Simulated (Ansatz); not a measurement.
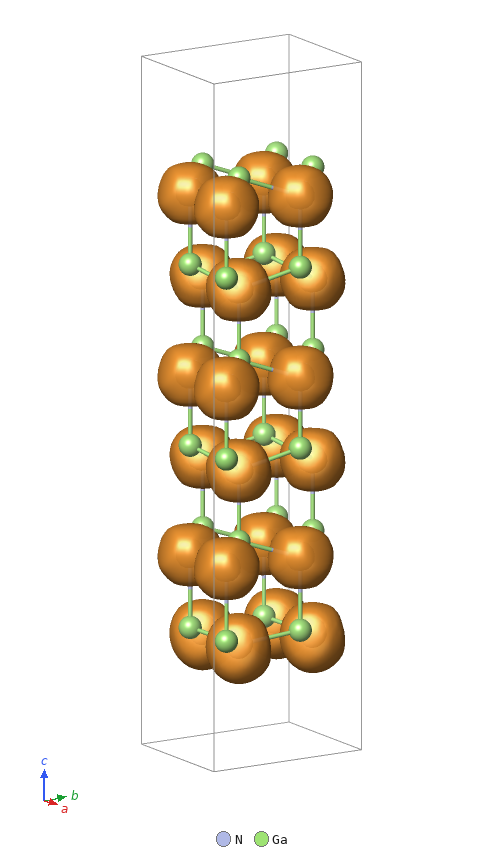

Figure 1: GaN (slab). Isosurface of the ELF at 0.65 (orange), seen slightly off an axis. Core shells and regions of very low density are left out. Sticks mark near contacts.

The SCF solution may not be the lowest one.

The calculation used Ansatz, DFT PBE, scalar-relativistic, plane waves, PAW.

> What do the ELF domains correspond to?

The surface consists of six regions wrapped around N (the valence shell of each), counted in one cell of 12 atoms. Counts are for one cell; the picture repeats the cell along the surface.

Values along the shortest contacts:
Ga–N (1.89 Å): the ELF peaks at about 0.85 in the valence shell of N, 0.6 Å from its nucleus, and is about 0.50 at the midpoint. Ga–N (1.93 Å): the ELF peaks at about 0.85 in the valence shell of N, 0.7 Å from its nucleus, and is about 0.50 at the midpoint.
